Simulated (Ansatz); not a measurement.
**Ir: density, localisation and related maps**

```
Ir
1.0
     3.04726    0.00000    0.00000
     0.00000    3.04726    0.00000
     0.00000    0.00000    3.04726
Ir
2
Direct
  0.00000 0.00000 0.00000
  0.50000 0.50000 0.50000
```

Space group Im-3m; set up as Ir, bcc; a generated structure, not necessarily the stable one; changed on purpose from its base cell (volume × 0.96); computed pressure about 15 GPa in this cell; spin-polarised.

Computed with Ansatz 0.2.0, DFT, m-r2SCAN, plane waves (500 eV) with PAW, scalar-relativistic.

Core electrons are frozen (PAW), and the valence fields are smoothed inside the atomic spheres.

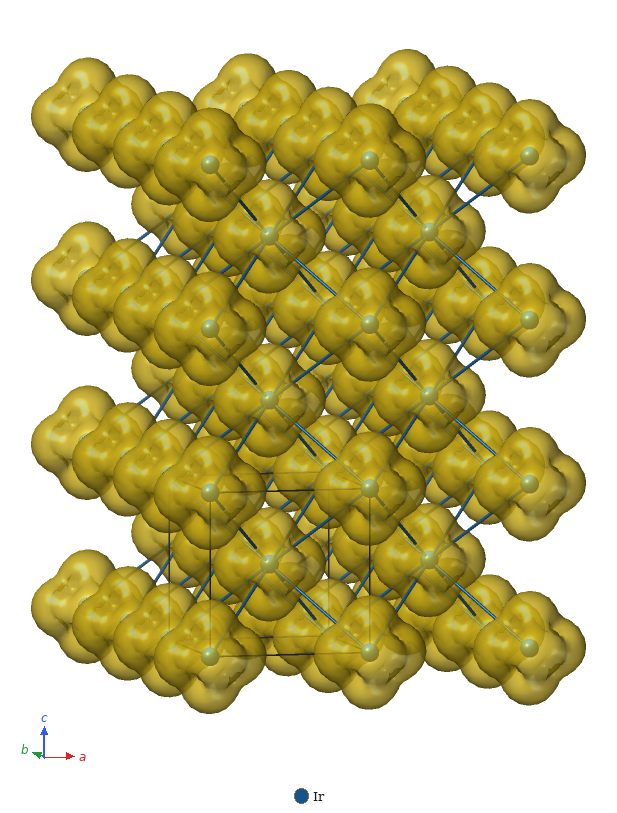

Figure 1. Isosurfaces of the spin density (up minus down) at +0.06 (yellow) and −0.06 e/Å³ (cyan), seen slightly off an axis. Sticks mark near contacts.

Q: Which atoms carry the moments, and with what signs?

A: The spin density sits on Ir: +0.5 μB (×2) in one cell of 2 atoms: parallel moments, as they must be, since the calculation's own cell holds one magnetic site. The cell of the calculation (1 atoms) carries 0.5 μB of net spin moment. Only one sign reaches the isovalue.

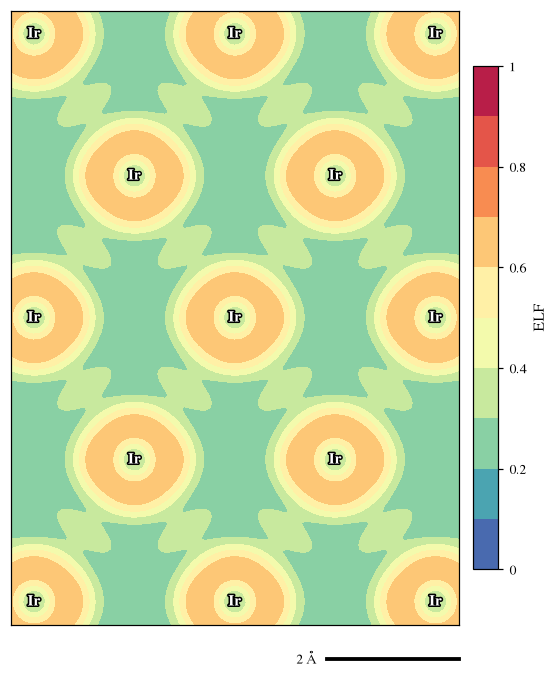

Figure 2. Electron localisation function on the (011̄) plane of the conventional cell.

Q: Read the bonding off the picture.

A:
- Atoms in the plane: Ir.
- Ir–Ir (2.64 Å): the ELF is about 0.35 at the midpoint.
- The features right at Ir lie inside the PAW spheres, where the map follows smoothed inner orbitals and isn't to be read closely.

Q: Does the calculation make it a metal, or give it a gap?

A: It is metallic or semimetallic at this level of theory: no gap opens.
